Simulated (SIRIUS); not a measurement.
## A series of single points on Zn

System: Zn (P6₃/mmc, 2 atoms in the cell).
Method: Kohn-Sham DFT of a periodic cell, PBEsol, dojo-sr-pbesol-0.4.1-standard, no spin polarisation (SIRIUS 7.12.0).

The 7 runs differ only in the geometry, by an even scaling of the cell at fixed fractional positions. The structure derives from an entry of the Crystallography Open Database.

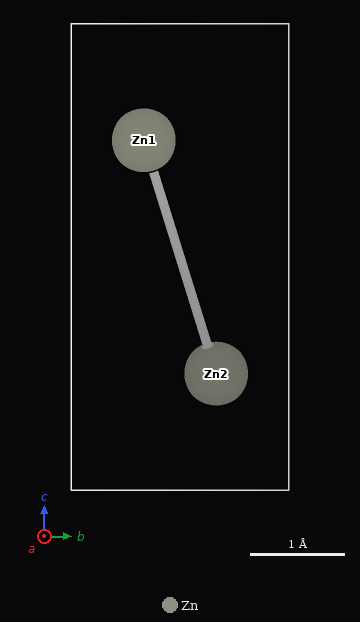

Figure 1. The structure of run 4 (ball-and-stick view of the cell of the calculation, along the a axis; atoms are numbered from 1 in the order of the input). An atom can appear more than once, as a periodic image.

## Input of run 4
```
{
  "control": {
    "processing_unit": "cpu",
    "verbosity": 2,
    "num_bands_to_print": 29,
    "print_forces": true,
    "print_stress": true
  },
  "parameters": {
    "electronic_structure_method": "pseudopotential",
    "xc_functionals": ["XC_GGA_X_PBE_SOL", "XC_GGA_C_PBE_SOL"],
    "gk_cutoff": 9.2,
    "pw_cutoff": 18.4,
    "ngridk": [11, 11, 6],
    "shiftk": [0, 0, 0],
    "smearing": "fermi_dirac",
    "smearing_width": 0.0018374661,
    "num_bands": 29,
    "num_mag_dims": 0,
    "num_dft_iter": 100,
    "energy_tol": 1e-08,
    "density_tol": 1e-06
  },
  "iterative_solver": {
    "type": "davidson",
    "min_tolerance": 1e-10
  },
  "mixer": {
    "type": "anderson",
    "beta": 0.7,
    "max_history": 8
  },
  "settings": {
    "tol_ne": 1e-10,
    "pseudo_grid_cutoff": 6.5
  },
  "unit_cell": {
    "lattice_vectors": [
      [5.045568752751, 0.0, 0.0],
      [-2.522784376375, 4.369590716415, 0.0],
      [0.0, 0.0, 9.384379934892]
    ],
    "atom_coordinate_units": "lattice",
    "atom_types": ["Zn"],
    "atom_files": {
      "Zn": "Zn.json"
    },
    "atoms": {
      "Zn": [
        [0.6666666667, 0.3333333333, 0.75],
        [0.3333333333, 0.6666666667, 0.25]
      ]
    }
  }
}
```

Command:
```bash
upf_to_json Zn.upf
OMP_NUM_THREADS=4 sirius.scf --input=sirius.json --output=out.json --task=0
```

Run 5 differs from it as follows:
```diff
-      [5.045568752751, 0.0, 0.0],
-      [-2.522784376375, 4.369590716415, 0.0],
-      [0.0, 0.0, 9.384379934892]
+      [5.078984089118, 0.0, 0.0],
+      [-2.539492044653, 4.398529246617, 0.0],
+      [0.0, 0.0, 9.446529957648]
```

## Results, with one run withheld

| run | volume per atom (Å³) | free energy per atom, from the lowest run given (meV) | pressure (GPa) |
| --- | --- | --- | --- |
| 1 | 14.410 | 0.00 | −1.26 |
| 2 | 14.716 | 4.08 | −2.97 |
| 3 | 15.023 | 11.22 | −4.47 |
| 4 | 15.330 | 21.05 | −5.78 |
| 5 | 15.636 | ? | ? |
| 6 | 15.943 | 47.41 | −7.90 |
| 7 | 16.249 | 63.37 | −8.76 |

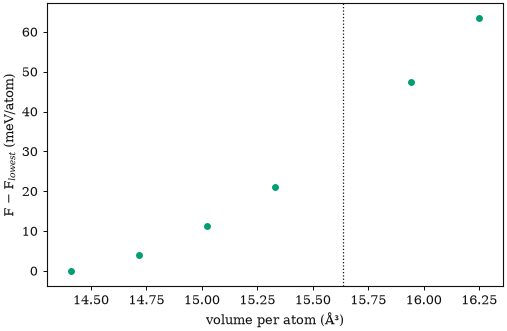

Figure 2. Free energy per atom of the runs given; the dotted line marks run 5.

Estimate the energy of run 5 from the others.

A cubic polynomial in V^(−2/3) (the Birch–Murnaghan form), fitted to the 6 runs given, misses them by under 0.01 meV per atom. With x = V^(−2/3) − 0.16257 Å⁻², it reads F = 18.453 − 4805.2 x + 2.9152e+05 x² + 1.0076e+06 x³ (meV per atom). At run 5 it gives 33.18 meV per atom, and the run itself gives 33.21. The slope of the fit gives a pressure −dF/dV of −6.91 GPa there, and the run prints −6.91 GPa. The fit has no minimum inside this range.

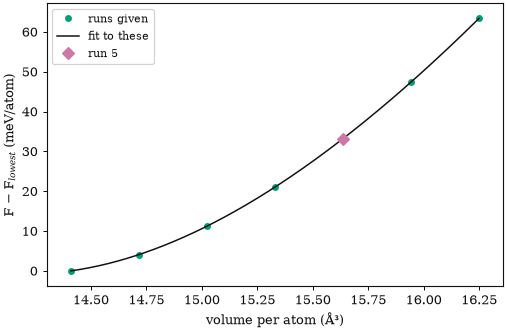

Figure 3. The fit and the withheld run.

## Some lines of the output (run 5)
```
[...]
[find] Free energy (E-TS)             :    -417.83038216 (Ha),    -835.66076433 (Ry)
[find] Efermi                         :       0.51960955
[find] Total energy                   :    -417.83021096 (Ha),    -835.66042192 (Ry)
[find] Free energy (E-TS)             :    -417.83038261 (Ha),    -835.66076521 (Ry)
[find] Efermi                         :       0.51965772
[find] Total energy                   :    -417.83021103 (Ha),    -835.66042206 (Ry)
[find] Free energy (E-TS)             :    -417.83038266 (Ha),    -835.66076533 (Ry)
[find] Efermi                         :       0.51967095
[find] Total energy                   :    -417.83021103 (Ha),    -835.66042205 (Ry)
[find] Free energy (E-TS)             :    -417.83038267 (Ha),    -835.66076533 (Ry)
[find] Efermi                         :       0.51967149
[find] Efermi                         :       0.51967135
[find] Efermi                         :       0.51967116
[find] Efermi                         :       0.51967089
```
